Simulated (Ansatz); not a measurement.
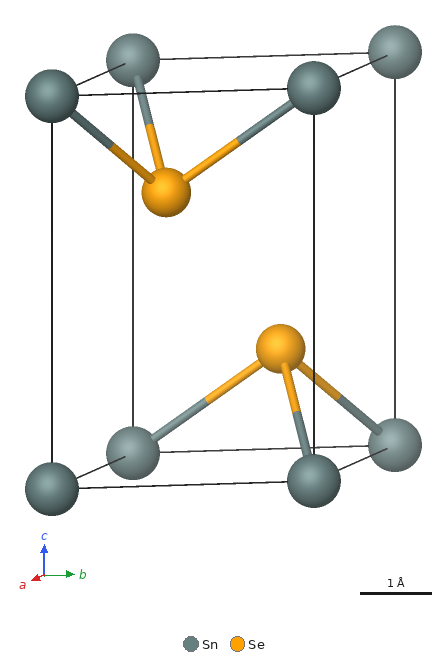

Phonons of crystalline SnSe2 relaxed at 3 GPa, at the zone centre. Style: ball-and-stick. Shown: the cell of the calculation, slightly off an axis.

Method: Ansatz 0.2.0, DFT PBE+D3(BJ), scalar-relativistic, plane waves, PAW. Set-up: plane-wave cutoff 420 eV; k-point mesh 12 × 12 × 8; occupations fermi dirac; smearing width 0.15 eV; target pressure 3 GPa; no spin polarisation.

The frequencies depend somewhat on the k-mesh and the smearing.

Which optical modes does it have, at what frequencies, and is it stable there?

The calculation's cell holds 3 atoms, so there are 6 optical modes, in 4 levels. The optical modes span E_g + E_u + A₁g + A₂u. No level is unstable.

```
level  symmetry  frequency (cm⁻¹)         activity
    1       E_g               139     Raman-active
    2       E_u               148  infrared-active
    3       A₁g               172     Raman-active
    4       A₂u               237  infrared-active
```

The crystal is a metal, so free carriers screen the infrared response.

The displacement patterns (one member of each degenerate set):

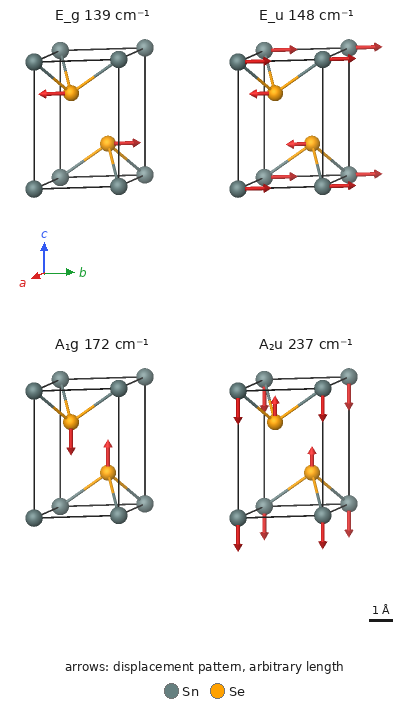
